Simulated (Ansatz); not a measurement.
Consider CoPtO₂.

```cif
data_structure
_symmetry_space_group_name_H-M 'P 1'
_symmetry_Int_Tables_number 1
_cell_length_a 2.7836
_cell_length_b 2.7836
_cell_length_c 17.5494
_cell_angle_alpha 90.000
_cell_angle_beta 90.000
_cell_angle_gamma 120.000
_cell_volume 117.77
loop_
_atom_site_label
_atom_site_type_symbol
_atom_site_fract_x
_atom_site_fract_y
_atom_site_fract_z
_atom_site_occupancy
Co1 Co 0.33333 0.66667 0.16667 1
Co2 Co 0.00000 0.00000 0.50000 1
Co3 Co 0.66667 0.33333 0.83333 1
Pt1 Pt 0.00000 0.00000 0.00000 1
Pt2 Pt 0.66667 0.33333 0.33333 1
Pt3 Pt 0.33333 0.66667 0.66667 1
O1 O 0.66667 0.33333 0.22103 1
O2 O 0.33333 0.66667 0.55437 1
O3 O 0.00000 0.00000 0.88770 1
O4 O 0.00000 0.00000 0.11230 1
O5 O 0.66667 0.33333 0.44563 1
O6 O 0.33333 0.66667 0.77897 1
```

Space group R-3m; a structure from a database of computed crystals, not necessarily the ambient phase; computed without spin polarisation.

Method: Ansatz 0.2.0, DFT LDA, scalar-relativistic, plane waves, PAW.

What will maps of the valence pseudo-density and electron localisation function show?

Answer. Pt–O (1.97 Å): the density is about 0.95 e/Å³ at the midpoint; the ELF peaks at about 0.85 in the valence shell of O, 0.6 Å from its nucleus, and is about 0.20 at the midpoint.

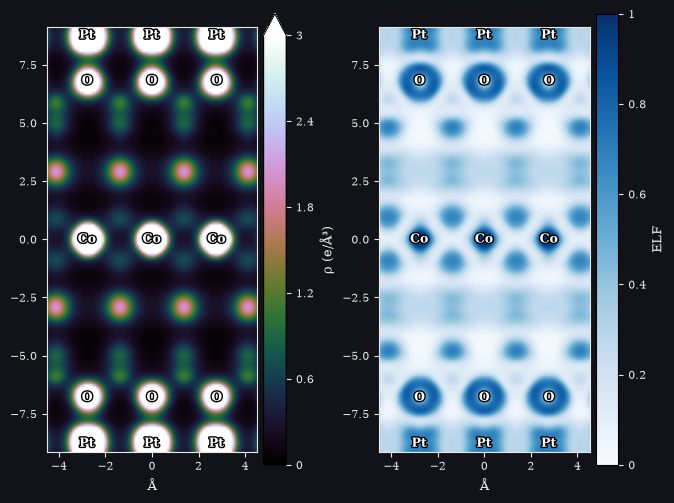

Computed valence pseudo-density and electron localisation function on the (100) plane of the conventional cell, in this order. Atoms just off the plane (Co, 0.8 Å away, Pt, 0.8 Å away and O, 0.8 Å away) can leave unmarked features too.
